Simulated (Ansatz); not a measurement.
System: a (100) slab cut from TaC (Fm-3m), ended by TaC planes, 10 atoms in the cell.

```
Ta C
1.0
     3.16449    0.00000    0.00000
     0.00000    3.16449    0.00000
     0.00000    0.00000   23.95052
Ta C
5 5
Direct
  0.50000 0.50000 0.31841
  0.00000 0.00000 0.40672
  0.50000 0.50000 0.50000
  0.00000 0.00000 0.59328
  0.50000 0.50000 0.68159
  0.00000 0.00000 0.30991
  0.50000 0.50000 0.40650
  0.00000 0.00000 0.50000
  0.50000 0.50000 0.59350
  0.00000 0.00000 0.69009
```

Level of theory: DFT PBE, spin-orbit coupling, plane waves, PAW, 11×11×1 k mesh, 420 eV cutoff; code Ansatz 0.2.0.

Predict the main features of the band structure. The path is X–Γ–M–X.

A metal: 14 spinor bands cross the Fermi level along this path (the two partners of a degenerate pair count as two). Bands cross the Fermi level on every line of the path. At X the nearest levels lie 3.98 eV below and 0.88 eV above the Fermi level.

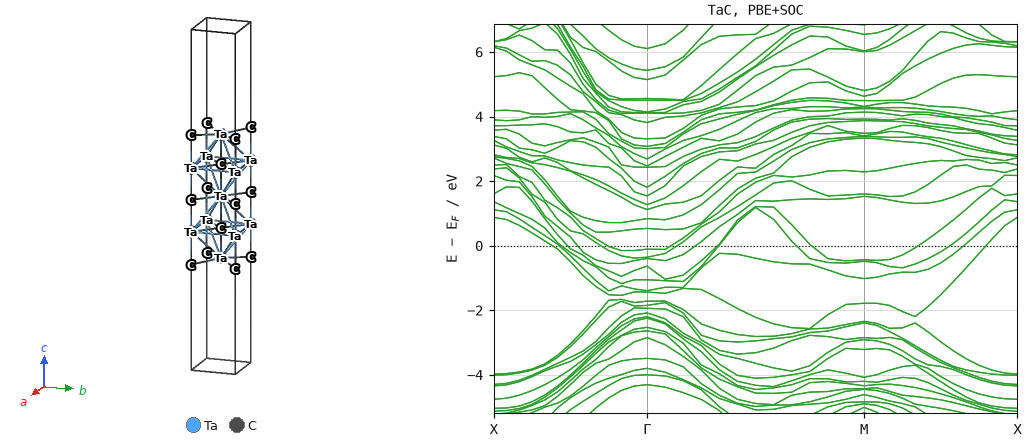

Band structure, beside the structure. Energies are counted from the Fermi level.
